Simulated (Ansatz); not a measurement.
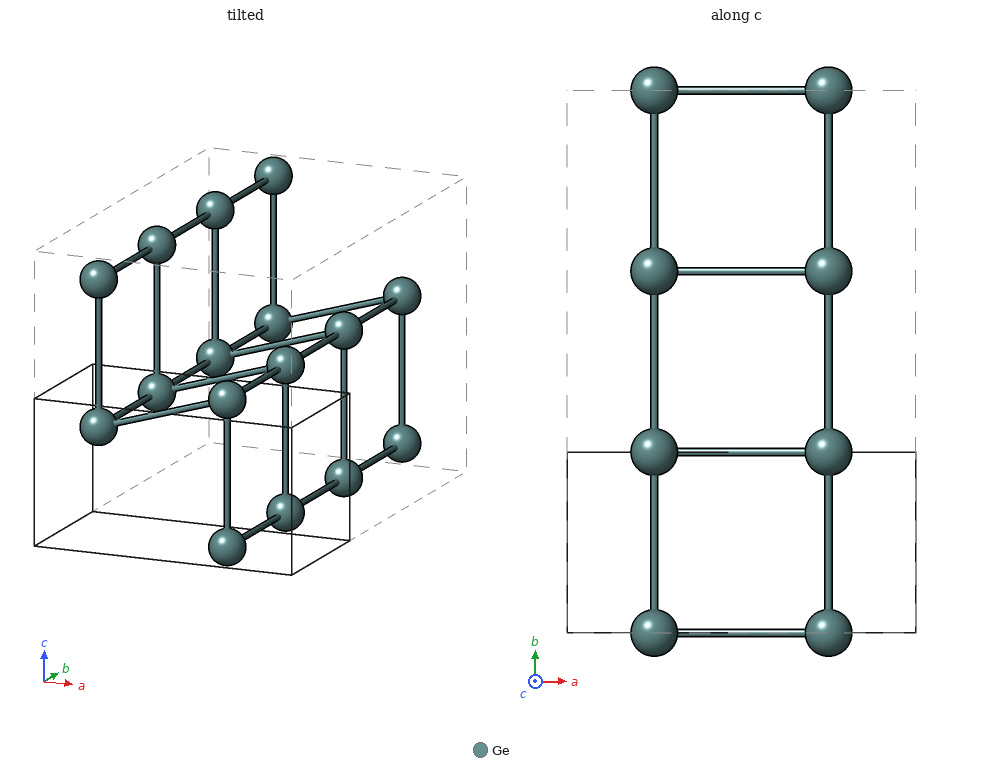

An orthographic ball-and-stick view of the structure, slightly off an axis and along the c axis. The drawing covers 1×3×2 cells, and the solid lines enclose one conventional unit cell.

The element is germanium. It belongs to space group Pmma (No. 51) and has a primitive orthorhombic lattice. The cell holds two atoms. About every Ge there are six Ge. The bonds build a three-dimensional framework.

The model was built from a structure listed in the Materials Project. The cell was then strained or its atoms displaced on purpose. It went into a calculation with Ansatz.
